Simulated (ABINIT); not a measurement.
**Dielectric calculation, with input and output: I (part 2 of 3)**

I (4 atoms in the cell); Kohn-Sham DFT of a periodic cell, PBE, Ansatz NC PBE, no spin polarisation (ABINIT 10.8.3); cutoff 952.4 eV, 4×4×2 k-mesh, fixed occupations. The structure derives from an entry of the Crystallography Open Database. The settings are looser than a standard set-up, so the numbers are not reference values.

Geometry of the input (Å; fractional positions):
```
3.6350  -2.3950  0.0000
3.6350  2.3950  0.0000
0.0000  0.0000  9.7934
I  0.6493  0.3507  0.3844
I  0.1493  0.8507  0.1156
I  0.3507  0.6493  0.6156
I  0.8507  0.1493  0.8844
```

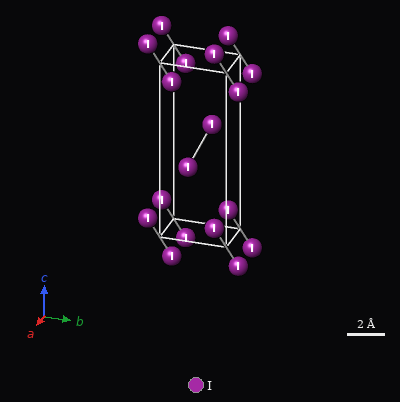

Fig. 1: The input geometry (ball-and-stick view of the cell of the calculation, seen slightly off an axis). An atom can appear more than once, as a periodic image.

What the program printed, continued
```
 The list of irreducible perturbations for this q vector is:
    1)    idir= 1    ipert=   5
    2)    idir= 2    ipert=   5
    3)    idir= 3    ipert=   5

================================================================================

--------------------------------------------------------------------------------
 Perturbation wavevector (in red.coord.)   0.000000  0.000000  0.000000
 Perturbation : derivative vs k along direction   1
 The set of symmetries contains only one element for this perturbation.
 symkpt : not enough symmetry to change the number of k points.

--------------------------------------------------------------------------------

--------------------------------------------------------------------------------

 Initialisation of the first-order wave-functions :
  ireadwf=   0

--- !BeginCycle
iteration_state: {dtset: 2, }
solver: {iscf: -3, nstep: 80, nline: 4, wfoptalg: 0, }
tolerances: {tolwfr: 1.00E-18, }
...

     iter   2DEtotal(Ha)        deltaE(Ha) residm    vres2
-ETOT  1  -22.318553385939     -2.232E+01 7.961E-02 0.000E+00
 ETOT  2  -22.458968096201     -1.404E-01 8.402E-03 0.000E+00
 ETOT  3  -22.462584128417     -3.616E-03 2.321E-04 0.000E+00
 ETOT  4  -22.462746412950     -1.623E-04 3.229E-05 0.000E+00
 ETOT  5  -22.462755205244     -8.792E-06 8.937E-07 0.000E+00
 ETOT  6  -22.462755736692     -5.314E-07 1.631E-07 0.000E+00
 ETOT  7  -22.462755770754     -3.406E-08 4.145E-09 0.000E+00
 ETOT  8  -22.462755773033     -2.279E-09 9.272E-10 0.000E+00
 ETOT  9  -22.462755773190     -1.566E-10 2.331E-11 0.000E+00
 ETOT 10  -22.462755773201     -1.101E-11 5.491E-12 0.000E+00
 ETOT 11  -22.462755773202     -8.207E-13 1.312E-13 0.000E+00
 ETOT 12  -22.462755773202     -1.243E-13 3.318E-14 0.000E+00
 ETOT 13  -22.462755773202      3.197E-14 7.487E-16 0.000E+00
 ETOT 14  -22.462755773202      6.395E-14 2.025E-16 0.000E+00
 ETOT 15  -22.462755773202     -4.263E-14 4.744E-18 0.000E+00
 ETOT 16  -22.462755773202      1.421E-14 9.937E-19 0.000E+00

 At SCF step   16   max residual=  9.94E-19 < tolwfr=  1.00E-18 =>converged.
================================================================================

 ----iterations are completed or convergence reached----

 Mean square residual over all n,k,spin=   63.450E-20; max=  99.372E-20
 dfpt_looppert : ek2=    3.8694978409E+01
          f-sum rule ratio=    1.0023653059E+00
 Expectation of eigenvalue derivatives (hartree) for nkpt=  20  k points:
  (in case of degenerate eigenvalues, averaged derivative)
 kpt#   1, nband= 14, wtk=  0.03125, kpt=  0.0000  0.0000  0.0000 (reduced coord)
   0.00000   -0.00000    0.00000   -0.00000   -0.00000   -0.00000    0.00000    0.00000
   0.00000   -0.00000    0.00000   -0.00000    0.00000   -0.00000
 prteigrs : prtvol=0 or 1, do not print more k-points.

 2DEtotal=   -0.2246275577E+02 Ha. Also 2DEtotal=   -0.611242723494E+03 eV
    (  non-var. 2DEtotal :   -2.2462755772E+01 Ha)

--------------------------------------------------------------------------------
 Perturbation wavevector (in red.coord.)   0.000000  0.000000  0.000000
 Perturbation : derivative vs k along direction   2
 The set of symmetries contains only one element for this perturbation.
 symkpt : not enough symmetry to change the number of k points.

--------------------------------------------------------------------------------

--------------------------------------------------------------------------------

 Initialisation of the first-order wave-functions :
  ireadwf=   0

--- !BeginCycle
iteration_state: {dtset: 2, }
solver: {iscf: -3, nstep: 80, nline: 4, wfoptalg: 0, }
tolerances: {tolwfr: 1.00E-18, }
...

     iter   2DEtotal(Ha)        deltaE(Ha) residm    vres2
-ETOT  1  -22.318553385633     -2.232E+01 7.961E-02 0.000E+00
 ETOT  2  -22.458968095952     -1.404E-01 8.402E-03 0.000E+00
 ETOT  3  -22.462584128170     -3.616E-03 2.321E-04 0.000E+00
 ETOT  4  -22.462746412702     -1.623E-04 3.229E-05 0.000E+00
 ETOT  5  -22.462755204997     -8.792E-06 8.937E-07 0.000E+00
 ETOT  6  -22.462755736444     -5.314E-07 1.631E-07 0.000E+00
 ETOT  7  -22.462755770507     -3.406E-08 4.145E-09 0.000E+00
 ETOT  8  -22.462755772786     -2.279E-09 9.272E-10 0.000E+00
 ETOT  9  -22.462755772942     -1.567E-10 2.331E-11 0.000E+00
 ETOT 10  -22.462755772953     -1.104E-11 5.491E-12 0.000E+00
 ETOT 11  -22.462755772954     -8.669E-13 1.312E-13 0.000E+00
 ETOT 12  -22.462755772954      5.329E-14 3.318E-14 0.000E+00
 ETOT 13  -22.462755772954     -3.197E-14 7.487E-16 0.000E+00
 ETOT 14  -22.462755772954      0.000E+00 2.025E-16 0.000E+00
 ETOT 15  -22.462755772954     -3.908E-14 4.744E-18 0.000E+00
 ETOT 16  -22.462755772954      7.816E-14 9.937E-19 0.000E+00

 At SCF step   16   max residual=  9.94E-19 < tolwfr=  1.00E-18 =>converged.
================================================================================

 ----iterations are completed or convergence reached----

 Mean square residual over all n,k,spin=   63.472E-20; max=  99.372E-20
 dfpt_looppert : ek2=    3.8694978409E+01
          f-sum rule ratio=    1.0023653059E+00
 Expectation of eigenvalue derivatives (hartree) for nkpt=  20  k points:
  (in case of degenerate eigenvalues, averaged derivative)
 kpt#   1, nband= 14, wtk=  0.03125, kpt=  0.0000  0.0000  0.0000 (reduced coord)
  -0.00000   -0.00000   -0.00000   -0.00000    0.00000    0.00000    0.00000    0.00000
  -0.00000    0.00000    0.00000   -0.00000    0.00000   -0.00000
 prteigrs : prtvol=0 or 1, do not print more k-points.

 2DEtotal=   -0.2246275577E+02 Ha. Also 2DEtotal=   -0.611242723487E+03 eV
    (  non-var. 2DEtotal :   -2.2462755772E+01 Ha)

--------------------------------------------------------------------------------
 Perturbation wavevector (in red.coord.)   0.000000  0.000000  0.000000
 Perturbation : derivative vs k along direction   3
 The set of symmetries contains only one element for this perturbation.
 symkpt : not enough symmetry to change the number of k points.

--------------------------------------------------------------------------------

--------------------------------------------------------------------------------

 Initialisation of the first-order wave-functions :
  ireadwf=   0

--- !BeginCycle
iteration_state: {dtset: 2, }
solver: {iscf: -3, nstep: 80, nline: 4, wfoptalg: 0, }
tolerances: {tolwfr: 1.00E-18, }
...

     iter   2DEtotal(Ha)        deltaE(Ha) residm    vres2
-ETOT  1  -3.7852417289355     -3.785E+00 9.564E-02 0.000E+00
 ETOT  2  -3.8145199440997     -2.928E-02 4.918E-04 0.000E+00
 ETOT  3  -3.8151128811459     -5.929E-04 3.577E-05 0.000E+00
 ETOT  4  -3.8151314306553     -1.855E-05 7.479E-07 0.000E+00
 ETOT  5  -3.8151321304859     -6.998E-07 6.737E-08 0.000E+00
 ETOT  6  -3.8151321624123     -3.193E-08 3.324E-09 0.000E+00
 ETOT  7  -3.8151321640981     -1.686E-09 3.478E-10 0.000E+00
 ETOT  8  -3.8151321641984     -1.003E-10 1.784E-11 0.000E+00
 ETOT  9  -3.8151321642048     -6.436E-12 2.123E-12 0.000E+00
 ETOT 10  -3.8151321642053     -4.796E-13 1.037E-13 0.000E+00
 ETOT 11  -3.8151321642053     -2.487E-14 1.270E-14 0.000E+00
 ETOT 12  -3.8151321642053      1.377E-14 6.055E-16 0.000E+00
 ETOT 13  -3.8151321642053     -2.220E-15 7.520E-17 0.000E+00
 ETOT 14  -3.8151321642053      2.842E-14 3.539E-18 0.000E+00
 ETOT 15  -3.8151321642053     -1.288E-14 9.966E-19 0.000E+00

 At SCF step   15   max residual=  9.97E-19 < tolwfr=  1.00E-18 =>converged.
================================================================================

 ----iterations are completed or convergence reached----

 Mean square residual over all n,k,spin=   63.287E-20; max=  99.664E-20
 dfpt_looppert : ek2=    6.4547510339E+00
          f-sum rule ratio=    1.0131404252E+00
 Expectation of eigenvalue derivatives (hartree) for nkpt=  20  k points:
  (in case of degenerate eigenvalues, averaged derivative)
 kpt#   1, nband= 14, wtk=  0.03125, kpt=  0.0000  0.0000  0.0000 (reduced coord)
  -0.00000   -0.00000    0.00000    0.00000   -0.00000    0.00000    0.00000   -0.00000
  -0.00000    0.00000   -0.00000   -0.00000   -0.00000    0.00000
 prteigrs : prtvol=0 or 1, do not print more k-points.

 2DEtotal=   -0.3815132164E+01 Ha. Also 2DEtotal=   -0.103815034900E+03 eV
    (  non-var. 2DEtotal :   -3.8151321632E+00 Ha)
================================================================================

 ---- first-order wavefunction calculations are completed ----

 Total localisation tensor (bohr^2) in cartesian coordinates
  WARNING : still subject to testing - especially symmetries.
      direction              matrix element
   alpha     beta       real part   imaginary part
     1        1       3.2065076517   -0.0000000000
     1        2       0.0000000000   -0.0000000000
     1        3       0.0000000000    0.0000000000
     2        1       0.0000000000   -0.0000000000
     2        2       1.3919812192   -0.0000000000
     2        3       0.0000000000    0.0000000000
     3        1       0.0000000000    0.0000000000
     3        2       0.0000000000    0.0000000000
     3        3       2.9284457414   -0.0000000000

 respfn : d/dk was computed, but no 2DTE, so no DDB output.

================================================================================
== DATASET  3 ==================================================================

--- !DatasetInfo
iteration_state: {dtset: 3, }
dimensions: {natom: 4, nkpt: 20, mband: 14, nsppol: 1, nspinor: 1, nspden: 1, mpw: 11414, }
cutoff_energies: {ecut:  35.0, pawecutdg:  -1.0, }
electrons: {nelect:   2.80000000E+01, charge:   0.00000000E+00, occopt:   1.00000000E+00, tsmear:   1.00000000E-02, }
meta: {optdriver: 1, rfelfd: 3, }
...

 mkfilename : getwfk/=0, take file _WFK from output of DATASET   1.

 mkfilename : getddk/=0, take file _1WF from output of DATASET   2.

 Exchange-correlation functional for the present dataset will be:
  GGA: Perdew-Burke-Ernzerhof functional - ixc=11
  J.P.Perdew, K.Burke, M.Ernzerhof, PRL 77, 3865 (1996)

 Real(R)+Recip(G) space primitive vectors, cartesian coordinates (Bohr,Bohr^-1):
 R(1)=  6.8692206 -4.5259319  0.0000000  G(1)=  0.0727885 -0.1104745  0.0000000
 R(2)=  6.8692206  4.5259319  0.0000000  G(2)=  0.0727885  0.1104745  0.0000000
 R(3)=  0.0000000  0.0000000 18.5069194  G(3)=  0.0000000  0.0000000  0.0540338
 Unit cell volume ucvol=  1.1507463E+03 bohr^3
 Angles (23,13,12)=  9.00000000E+01  9.00000000E+01  6.67594760E+01 degrees
 setup1 : take into account q-point for computing boxcut.

 getcut: wavevector=  0.0000  0.0000  0.0000  ngfft=  45  45 100
         ecut(hartree)=     35.000   => boxcut(ratio)=   2.00867
--------------------------------------------------------------------------------

 ==>  initialize data related to q vector <==

 The list of irreducible perturbations for this q vector is:
    1)    idir= 1    ipert=   6
    2)    idir= 3    ipert=   6

================================================================================

 The perturbation idir=   2  ipert=   6 is
 symmetric of a previously calculated perturbation.
 So, its SCF calculation is not needed.

--------------------------------------------------------------------------------
 Perturbation wavevector (in red.coord.)   0.000000  0.000000  0.000000
 Perturbation : homogeneous electric field along direction   1
 The set of symmetries contains only one element for this perturbation.
 symkpt : not enough symmetry to change the number of k points.

--------------------------------------------------------------------------------

--------------------------------------------------------------------------------

 Initialisation of the first-order wave-functions :
  ireadwf=   0

--- !BeginCycle
iteration_state: {dtset: 3, }
solver: {iscf: 7, nstep: 80, nline: 4, wfoptalg: 0, }
tolerances: {tolvrs: 1.00E-09, }
...

     iter   2DEtotal(Ha)        deltaE(Ha) residm    vres2
-ETOT  1  -39.529123233297     -3.953E+01 1.012E+01 4.973E+06
 ETOT  2  -158.78396880416     -1.193E+02 2.875E+00 2.965E+06
 ETOT  3  -336.53593204826     -1.778E+02 3.990E-01 3.225E+04
 ETOT  4  -338.12120451436     -1.585E+00 3.428E-03 2.959E+03
 ETOT  5  -338.26887586454     -1.477E-01 8.139E-04 9.747E+01
 ETOT  6  -338.27364617202     -4.770E-03 7.954E-06 8.554E-01
 ETOT  7  -338.27370318959     -5.702E-05 9.635E-07 9.373E-03
 ETOT  8  -338.27370531692     -2.127E-06 6.649E-08 9.459E-04
 ETOT  9  -338.27370548344     -1.665E-07 5.105E-09 1.302E-04
 ETOT 10  -338.27370549451     -1.107E-08 4.655E-10 5.255E-07
 ETOT 11  -338.27370549476     -2.504E-10 4.379E-11 3.006E-07
 ETOT 12  -338.27370549479     -3.229E-11 2.620E-12 7.181E-09
 ETOT 13  -338.27370549477      1.762E-11 1.064E-13 5.596E-11

 At SCF step   13       vres2   =  5.60E-11 < tolvrs=  1.00E-09 =>converged.
-open ddk wf file :runo_DS2_1WF13
-open ddk wf file :runo_DS2_1WF14
-open ddk wf file :runo_DS2_1WF15
================================================================================

 ----iterations are completed or convergence reached----

 Mean square residual over all n,k,spin=   25.330E-16; max=  10.641E-14

 2DEtotal=   -0.3382737055E+03 Ha. Also 2DEtotal=   -0.920489645708E+04 eV
    (  non-var. 2DEtotal :   -3.3827370576E+02 Ha)

--------------------------------------------------------------------------------
 Perturbation wavevector (in red.coord.)   0.000000  0.000000  0.000000
 Perturbation : homogeneous electric field along direction   3
 The set of symmetries contains only one element for this perturbation.
 symkpt : not enough symmetry to change the number of k points.

--------------------------------------------------------------------------------

--------------------------------------------------------------------------------

 Initialisation of the first-order wave-functions :
  ireadwf=   0

--- !BeginCycle
iteration_state: {dtset: 3, }
solver: {iscf: 7, nstep: 80, nline: 4, wfoptalg: 0, }
tolerances: {tolvrs: 1.00E-09, }
...

     iter   2DEtotal(Ha)        deltaE(Ha) residm    vres2
-ETOT  1  -139.34790698128     -1.393E+02 5.133E+00 4.175E+04
 ETOT  2  -150.86791635005     -1.152E+01 4.498E-02 8.033E+03
 ETOT  3  -152.85975349839     -1.992E+00 2.989E-03 1.031E+02
 ETOT  4  -152.88141762241     -2.166E-02 6.531E-05 4.214E+00
 ETOT  5  -152.88226579394     -8.482E-04 2.944E-06 2.312E-01
 ETOT  6  -152.88232244863     -5.665E-05 1.464E-07 9.349E-03
 ETOT  7  -152.88232497394     -2.525E-06 3.131E-08 4.415E-04
 ETOT  8  -152.88232511981     -1.459E-07 5.819E-10 3.508E-05
 ETOT  9  -152.88232512757     -7.764E-09 1.044E-10 2.631E-07
 ETOT 10  -152.88232512774     -1.652E-10 1.761E-12 1.412E-07
 ETOT 11  -152.88232512776     -1.975E-11 4.305E-13 2.355E-08
 ETOT 12  -152.88232512775      4.746E-12 2.369E-14 1.162E-09
 ETOT 13  -152.88232512776     -8.214E-12 7.914E-16 3.796E-11

 At SCF step   13       vres2   =  3.80E-11 < tolvrs=  1.00E-09 =>converged.
-open ddk wf file :runo_DS2_1WF13
-open ddk wf file :runo_DS2_1WF14
-open ddk wf file :runo_DS2_1WF15
================================================================================

 ----iterations are completed or convergence reached----

 Mean square residual over all n,k,spin=   72.371E-18; max=  79.136E-17

 2DEtotal=   -0.1528823251E+03 Ha. Also 2DEtotal=   -0.416013999924E+04 eV
    (  non-var. 2DEtotal :   -1.5288232510E+02 Ha)
================================================================================

 ---- first-order wavefunction calculations are completed ----

 ==> Compute Derivative Database <==
 The violation of the charge neutrality conditions
 by the effective charges is as follows :
    atom        electric field
 displacement     direction
       1               1        0.003497        0.000000
       1               2        0.000000        0.000000
       1               3        0.000000        0.000000
       2               1        0.000000        0.000000
       2               2       -0.096497        0.000000
       2               3        0.000000        0.000000
       3               1        0.000000        0.000000
       3               2        0.000000        0.000000
       3               3       -0.367932        0.000000

 Effective charge tensors after
 imposition of the charge neutrality (if requested by user),
 and eventual restriction to some part :
   atom    displacement
         1         1    0.000000E+00   -3.696189E-16    5.539122E-17
         1         2   -3.924842E-16   -2.220446E-16    1.951248E+00
         1         3    1.439751E-16    1.166230E+00    1.332268E-15
         2         1    0.000000E+00    1.475743E-16   -5.539122E-17
         2         2    3.924842E-16    6.661338E-16   -1.951248E+00
         2         3   -4.799169E-17   -1.166230E+00   -4.440892E-16
         3         1    0.000000E+00   -3.696189E-16    5.539122E-17
         3         2   -3.924842E-16   -2.220446E-16    1.951248E+00
         3         3   -4.799169E-17    1.166230E+00   -4.440892E-16
         4         1    0.000000E+00    5.916635E-16   -5.539122E-17
         4         2    3.924842E-16   -2.220446E-16   -1.951248E+00
         4         3   -4.799169E-17   -1.166230E+00   -4.440892E-16
 Now, the imaginary part of the dynamical matrix is zeroed

  Dielectric tensor, in cartesian coordinates,
     j1       j2             matrix element
  dir pert dir pert     real part    imaginary part

   1    6   1    6         3.3046180613        -0.0000000000

   2    6   2    6         7.6663506068        -0.0000000000

   3    6   3    6        15.4842519072        -0.0000000000

  Effective charges, in cartesian coordinates,
  (from electric field response)
   if specified in the inputs, charge neutrality has been imposed
     j1       j2             matrix element
  dir pert dir pert     real part    imaginary part

   3    1   2    6         1.1662299836         0.0000000000
   3    2   2    6        -1.1662299836         0.0000000000
   3    3   2    6         1.1662299836         0.0000000000
   3    4   2    6        -1.1662299836         0.0000000000

   2    1   3    6         1.9512481190         0.0000000000
   2    2   3    6        -1.9512481190         0.0000000000
   2    3   3    6         1.9512481190         0.0000000000
   2    4   3    6        -1.9512481190         0.0000000000

== END DATASET(S) ==============================================================
================================================================================

 -outvars: echo values of variables after computation  --------
            acell      8.2261929790E+00  8.2261929790E+00  1.8506919418E+01 Bohr
           etotal1    -5.1722008715E+01
           etotal2    -3.8151321642E+00
           etotal3    -1.5288232513E+02
            fcart1     1.1589565841E-19 -7.3928648788E-03 -1.4263776420E-02
                       1.1589565841E-19 -7.3928648788E-03  1.4263776420E-02
                      -1.1589565841E-19  7.3928648788E-03  1.4263776420E-02
                      -1.1589565841E-19  7.3928648788E-03 -1.4263776420E-02
            fcart3     0.0000000000E+00  0.0000000000E+00  0.0000000000E+00
                       0.0000000000E+00  0.0000000000E+00  0.0000000000E+00
                       0.0000000000E+00  0.0000000000E+00  0.0000000000E+00
                       0.0000000000E+00  0.0000000000E+00  0.0000000000E+00
            rprim      8.3504248210E-01 -5.5018547150E-01  0.0000000000E+00
                       8.3504248210E-01  5.5018547150E-01  0.0000000000E+00
                       0.0000000000E+00  0.0000000000E+00  1.0000000000E+00
           strten1    -4.1702903167E-05 -4.3794278586E-05 -9.0576124971E-05
                       0.0000000000E+00  0.0000000000E+00  0.0000000000E+00
           strten3     0.0000000000E+00  0.0000000000E+00  0.0000000000E+00
                       0.0000000000E+00  0.0000000000E+00  0.0000000000E+00
           xangst      3.6350349975E+00 -7.1515297148E-01  3.7645983335E+00
                       3.6350349975E+00  1.6798670268E+00  1.1321216632E+00
                       3.6350349975E+00  7.1515297148E-01  6.0288416599E+00
                       3.6350349975E+00 -1.6798670268E+00  8.6613183301E+00
             xred      6.4930000000E-01  3.5070000000E-01  3.8440000000E-01
                       1.4930000000E-01  8.5070000000E-01  1.1560000000E-01
                       3.5070000000E-01  6.4930000000E-01  6.1560000000E-01
                       8.5070000000E-01  1.4930000000E-01  8.8440000000E-01
 Calculation completed.
```
